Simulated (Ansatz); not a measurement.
The calculation's input:

```
crystal:
  lattice:
    - [-6.375494846, 3.6808936656, 7.4744429926]
    - [0.0, -7.3617873312, 7.4744429926]
    - [6.375494846, 3.6808936656, 7.4744429926]
  atoms:
    - { symbol: W, position: [0.2523408571, 0.7523408571, 0.0023408571] }
    - { symbol: W, position: [0.5019735045, 0.500524552, 0.0020413874] }
    - { symbol: W, position: [0.7507949835, 0.2507949835, -0.0026251434] }
    - { symbol: W, position: [0.000524552, 0.7520413874, 0.2519735045] }
    - { symbol: W, position: [0.000524552, 0.0019735045, 0.0020413874] }
    - { symbol: W, position: [0.2520413874, 0.500524552, 0.2519735045] }
    - { symbol: W, position: [0.499746738, 0.2436764978, 0.249746738], spin: 0.25 }
    - { symbol: W, position: [0.7507949835, 0.7473748566, 0.5007949835] }
    - { symbol: W, position: [0.7436764978, -0.000253262, 0.249746738], spin: 0.25 }
    - { symbol: W, position: [0.0007140068, 0.5007140068, 0.500869608] }
    - { symbol: W, position: [0.2473748566, 0.2507949835, 0.5007949835] }
    - { symbol: W, position: [0.5019735045, 0.7520413874, 0.750524552] }
    - { symbol: W, position: [0.499746738, -0.000253262, 0.4936764978], spin: 0.25 }
    - { symbol: W, position: [0.750869608, 0.5007140068, 0.7507140068] }
    - { symbol: W, position: [0.0007140068, 0.250869608, 0.7507140068] }
    - { symbol: W, position: [0.2520413874, 0.0019735045, 0.750524552] }
    - { symbol: W, position: [0.6638601228, 0.1638601228, 0.4138601228], spin: 0.25 }
    - { symbol: S, position: [0.8960438877, 0.9080379586, 0.4061201001] }
    - { symbol: S, position: [0.1544607498, 0.6544607498, 0.4054395621] }
    - { symbol: S, position: [0.4080379586, 0.1561201001, 0.6460438877] }
    - { symbol: S, position: [0.4080379586, 0.3960438877, 0.4061201001] }
    - { symbol: S, position: [0.6561201001, 0.9080379586, 0.6460438877] }
    - { symbol: S, position: [0.9041504306, 0.6536848334, 0.6541504306] }
    - { symbol: S, position: [0.1544607498, 0.1554395621, 0.9044607498] }
    - { symbol: S, position: [0.1536848334, 0.4041504306, 0.6541504306] }
    - { symbol: S, position: [0.4060535204, 0.9060535204, 0.9038231075] }
    - { symbol: S, position: [0.6554395621, 0.6544607498, 0.9044607498] }
    - { symbol: S, position: [0.8960438877, 0.1561201001, 0.1580379586] }
    - { symbol: S, position: [0.9041504306, 0.4041504306, 0.9036848334] }
    - { symbol: S, position: [0.1538231075, 0.9060535204, 0.1560535204] }
    - { symbol: S, position: [0.4060535204, 0.6538231075, 0.1560535204] }
    - { symbol: S, position: [0.6561201001, 0.3960438877, 0.1580379586] }
    - { symbol: S, position: [0.50863167, 0.00863167, 0.25863167] }
    - { symbol: S, position: [0.7649862353, 0.7596987746, 0.2640462477] }
    - { symbol: S, position: [0.015733995, 0.515733995, 0.2633557481] }
    - { symbol: S, position: [0.2596987746, 0.0140462477, 0.5149862353] }
    - { symbol: S, position: [0.2596987746, 0.2649862353, 0.2640462477] }
    - { symbol: S, position: [0.5140462477, 0.7596987746, 0.5149862353] }
    - { symbol: S, position: [0.7645051074, 0.5105984357, 0.5145051074] }
    - { symbol: S, position: [0.015733995, 0.0133557481, 0.765733995] }
    - { symbol: S, position: [0.0105984357, 0.2645051074, 0.5145051074] }
    - { symbol: S, position: [0.2652700076, 0.7652700076, 0.765740327] }
    - { symbol: S, position: [0.5133557481, 0.515733995, 0.765733995] }
    - { symbol: S, position: [0.7649862353, 0.0140462477, 0.0096987746] }
    - { symbol: S, position: [0.7645051074, 0.2645051074, 0.7605984357] }
    - { symbol: S, position: [0.015740327, 0.7652700076, 0.0152700076] }
    - { symbol: S, position: [0.2652700076, 0.515740327, 0.0152700076] }
    - { symbol: S, position: [0.5140462477, 0.2649862353, 0.0096987746] }
  host:
    lattice:
      - [1.5938737115, 0.9202234164, 7.4744429926]
      - [-1.5938737115, 0.9202234164, 7.4744429926]
      - [0.0, -1.8404468328, 7.4744429926]
    atoms:
      - { symbol: W, position: [0.0006774473, 0.0006774473, 0.0006774473] }
      - { symbol: S, position: [0.4040743331, 0.4040743331, 0.4040743331] }
      - { symbol: S, position: [0.2639482196, 0.2639482196, 0.2639482196] }
total_charge: 1
basis:
  ecutwfc: 420
  xc_grid: 2
kpoints:
  mp_grid: { grid: [2, 2, 2], shift: [0.5, 0.5, 0.5] }
hamiltonian:
  xc: pbe
scf:
  occupations: { method: gaussian, width: 0.01 }
output:
  forces: true
  stress: false
  eigenvalues: true
  populations: true
  charged_corrections:
    defect_position: [0.65407433, 0.15407433, 0.40407433]
    epsilon: [[11.5894, 0.0, 0.0], [0.0, 11.5894, 0.0], [0.0, 0.0, 3.2073]]
  write_density: true
  write_potential: true
  elf: true
  volumetric_format: npy
magnetization:
  spin_polarized: true
relax:
  adjacent_minimum: "off"
  f_tol: 0.025
  max_steps: 45
```

Launched as:

```sh
ansatz run input.yaml --threads 4 --pin off --max-ram 10240MiB --backend cpu --events-out ev --progress --plain --runs-dir out
```

Spin-polarised.

All numbers below come from DFT PBE, scalar-relativistic, plane waves, PAW in Ansatz 0.2.0.

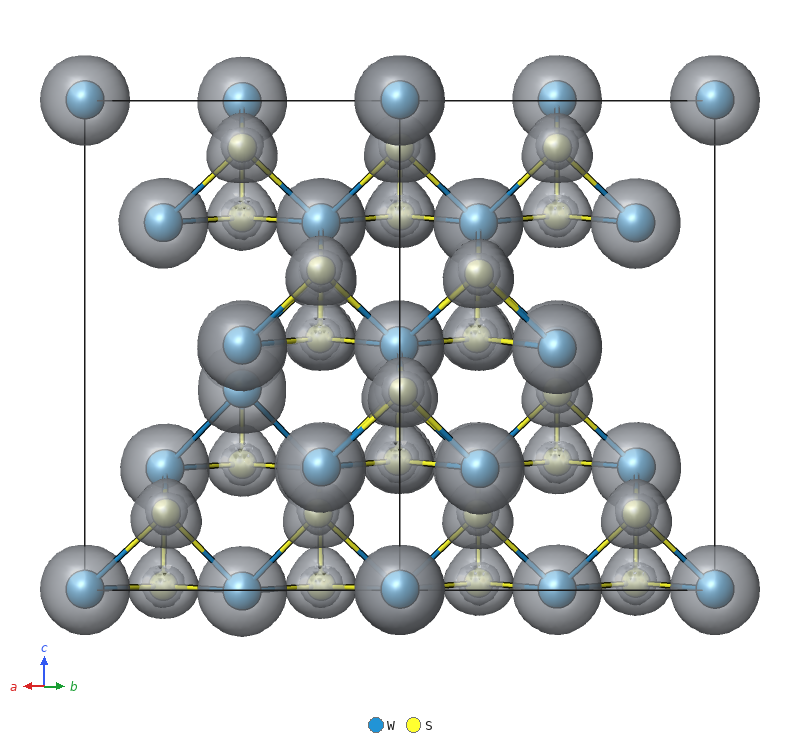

W17S31 (cell charge +1, with a compensating background) (cell with a defect). Isosurface of the valence electron density at 1 e/Å³ (grey), seen along [110]. Sticks mark near contacts.

In a PAW calculation such maps are meaningful between the atoms, not at the nuclei.

Question: What does this surface tell about the bonding?

Answer: At this value the density breaks into separate islands; it holds about 45 % of the electrons treated as valence (semicore included). It bridges none of the near contacts. It is pinched off along the sampled W–S (2.41 Å) and W–W (2.57 Å) contacts. On the grid the lowest density along these lines, outside the cores, is 0.62 e/Å³ (W–S, 2.41 Å) and 0.65 e/Å³ (W–W, 2.57 Å).
